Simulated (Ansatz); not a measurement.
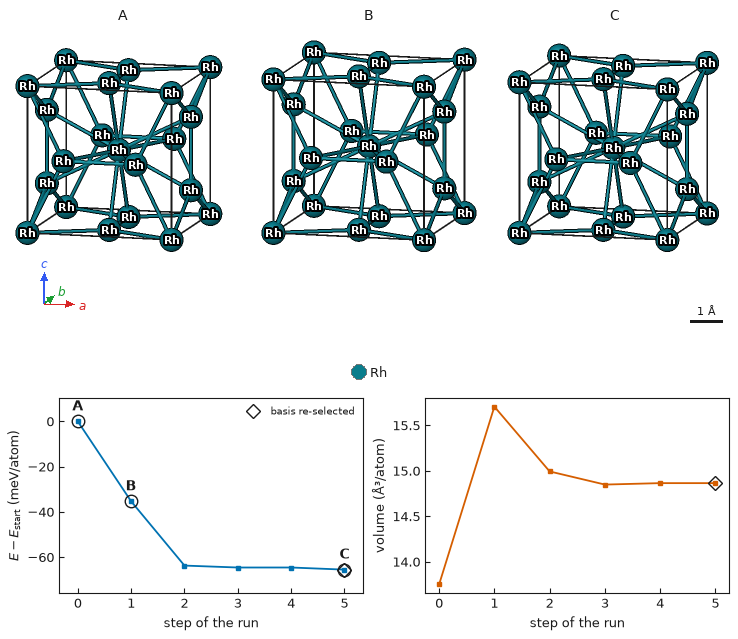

Frames of a relaxation of crystalline Rh (a generated structure, set up in Pm-3n), marked on the history of the run. A ball-and-stick model of the cell of the calculation, seen slightly off an axis.

Phase: A15.

Theory: Ansatz, DFT, RPBE, plane waves (420 eV) with PAW, scalar-relativistic.

The input:
```yaml
crystal:
  lattice:
    - [4.7916057449, 0.0, 0.0]
    - [0.0, 4.7916057449, 0.0]
    - [0.0, 0.0, 4.7916057449]
  atoms:
    - { symbol: Rh, position: [0.0, 0.0, 0.0] }
    - { symbol: Rh, position: [0.5, 0.5, 0.5] }
    - { symbol: Rh, position: [0.25, 0.0, 0.5] }
    - { symbol: Rh, position: [0.75, 0.0, 0.5] }
    - { symbol: Rh, position: [0.5, 0.25, 0.0] }
    - { symbol: Rh, position: [0.5, 0.75, 0.0] }
    - { symbol: Rh, position: [0.0, 0.5, 0.25] }
    - { symbol: Rh, position: [0.0, 0.5, 0.75] }
hamiltonian:
  xc: rpbe
  pseudopotentials:
    kind: paw
    azcp:
      Rh: "pseudopotentials/Rh.paw.azcp"
basis:
  ecutwfc: 420
  fft_grid_basis: typed
kpoints:
  mp_grid: { grid: [6, 6, 6], shift: [0, 0, 0] }
magnetization:
  spin_polarized: false
scf:
  occupations: { method: fermi_dirac, width: 0.1 }
relax:
  max_steps: 60
  f_tol: 0.01
  cell: {}
output:
  write_density: true
  write_potential: true
  elf: true
  volumetric_format: npy
```

Launched with:
```bash
ansatz run input.yaml --threads 4 --pin off --max-ram 8192MiB --backend cpu --events-out ev --progress --plain --runs-dir out
```

Describe the path.

Over 4 accepted moves (5 points after the start) the energy falls by 65.5 meV per atom. All forces vanish by symmetry, so only the cell relaxes. Pressure: 20.44 GPa at the start and −0.03 GPa at the end. At 1 point the geometry stayed and the basis and grid were re-selected for the new cell (energy shift of 0.9 meV per atom at most each time). No atom moves by more than 0.005 Å relative to the cell. The drawn cell changes as follows: a = b = c 4.792 → 4.918 Å (+2.6 %); the volume changes by +8.1 %. Some distances before and after: Rh1–Rh3 2.679 → 2.749 Å, Rh3–Rh4 2.396 → 2.459 Å. The space group stays Pm-3n (No. 223). Cost: 18 s on 4 threads of Arm Neoverse V1, on a shared host, peak memory 0.59 GiB. From step 0 to 1: volume +14.2 %, energy −35.3 meV per atom. From step 1 to 5: volume −5.4 %, energy −30.2 meV per atom.

```tsv
step	E − E(0), meV/atom	pressure, GPa	volume, Å³/atom	note
0	0.00	20.44	13.752	
1	-35.31	-10.26	15.707	
2	-63.70	-1.81	14.994	
3	-64.55	0.23	14.850	
4	-64.55	0.00	14.866	
5	-65.49	-0.03	14.866	same geometry, new basis
```
